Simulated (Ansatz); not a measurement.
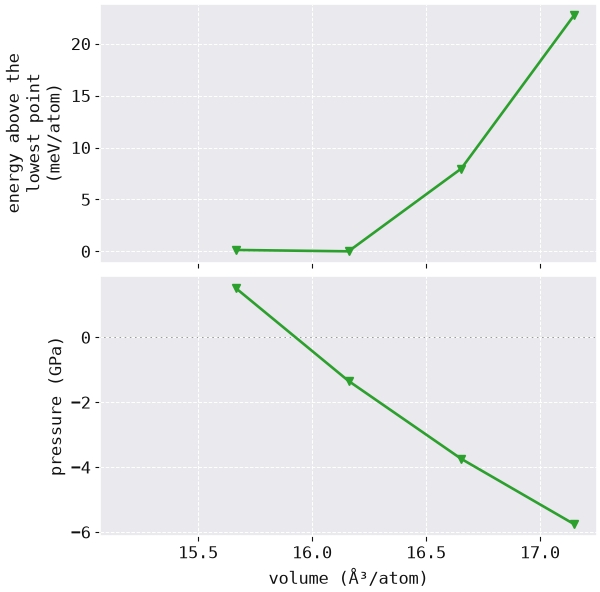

The picture above shows the energy above the lowest point and pressure against volume for Al, space group Fm-3m (No. 225) (one of a set of cubic test structures, which need not be the stable phase).

How it was computed, with Ansatz 0.2.0 development build: equation of state of a cubic crystal from periodic Kohn-Sham density functional theory without spin, third-order Birch-Murnaghan fit to the free energies; pressure corrected for the finite basis. Level: r2SCAN.

```json
{"setting": "structure type", "value": "fcc"}
{"setting": "atoms in cell", "value": "1"}
{"setting": "space group number", "value": "225"}
{"setting": "lattice centring", "value": "face-centred primitive"}
{"setting": "k mesh", "value": "14×14×14"}
{"setting": "occupation method", "value": "Fermi–Dirac"}
{"setting": "occupation width", "value": "0.1 eV"}
{"setting": "wave cutoff", "value": "900 eV"}
{"setting": "datasets", "value": "hand-made PAW"}
{"setting": "density tolerance", "value": "1e-09 eV"}
{"setting": "bands", "value": "10"}
{"setting": "density cutoff ratio", "value": "4"}
{"setting": "search for lower states", "value": "default"}
{"setting": "xc grid level", "value": "2"}
```

The point at volume 15.17 Å³/atom is left out of the plot. What does the calculation give there?

```
volume (Å³/atom)  energy above the lowest point (meV/atom)  pressure (GPa)
           15.17                                       9.9             4.9
```

Limits of the calculation: modest k-mesh, values are not fully converged in k.
